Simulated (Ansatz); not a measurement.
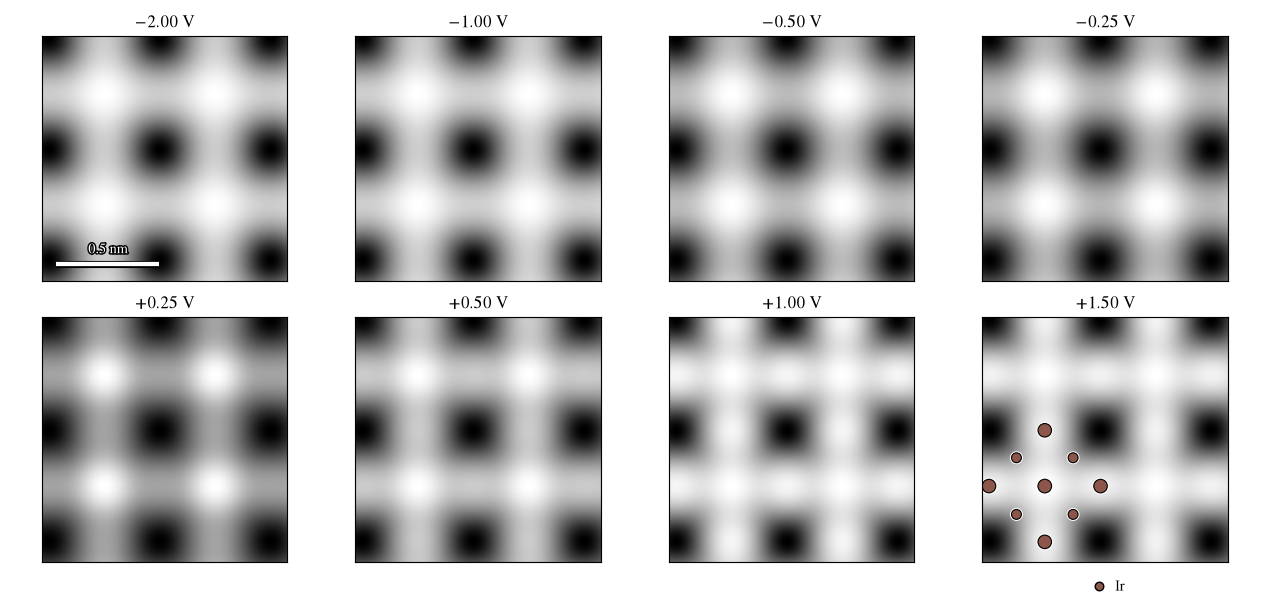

Constant-current images of Ir(100) (Fm-3m bulk, 4 atomic planes (those closer than 0.6 Å count as one), 6 Å) with one Ir vacancy in a 2 × 2 cell at 8 sample biases, each on its own colour scale; the last has the atoms seen from above drawn over one corner (deeper ones smaller).

Images follow the Tersoff–Hamann model: the current is the local density of the sample's states between the Fermi level and the bias, at the tip's centre. Bias windows are sharp sums over the levels of the k mesh.

All numbers here come from DFT PBE, scalar-relativistic, plane waves, PAW (Ansatz). Cutoff 420 eV, 9 × 9 k-points, Gaussian smearing 0.1 eV, dipole correction. The slab is a cut without reconstruction beyond its cell, at the source's lattice constants, with its lower half held fixed and the rest relaxed. The defects repeat every 5.4 Å and interact, so states at the Fermi level and the work function belong to this dense array. No spin polarisation. Spin–orbit coupling is left out; with Ir it can shift levels and gaps. The run couldn't confirm all of its levels under its output density. The run warns that the functional's potential is rough in the thin density of the vacuum, where the tip is; weak contrasts and barriers may feel it.

Question: How do the images change with bias?

Answer:
```csv
bias,set point (e/Å³),corrugation,brightest over
−2.00 V,4.6 × 10⁻⁵,61 pm,top Ir atoms away from the vacancy
−1.00 V,4.0 × 10⁻⁵,65 pm,top Ir atoms away from the vacancy
−0.50 V,2.4 × 10⁻⁵,73 pm,top Ir atoms away from the vacancy
−0.25 V,8.1 × 10⁻⁶,69 pm,top Ir atoms away from the vacancy
+0.25 V,1.0 × 10⁻⁵,34 pm,top Ir atoms away from the vacancy
+0.50 V,1.7 × 10⁻⁵,39 pm,top Ir atoms away from the vacancy
+1.00 V,3.5 × 10⁻⁵,38 pm,all the top Ir atoms
+1.50 V,6.1 × 10⁻⁵,39 pm,all the top Ir atoms
```

The slab has states at the Fermi level, so this model gives a current down to small biases. Its work function (top face) is 5.26 eV.
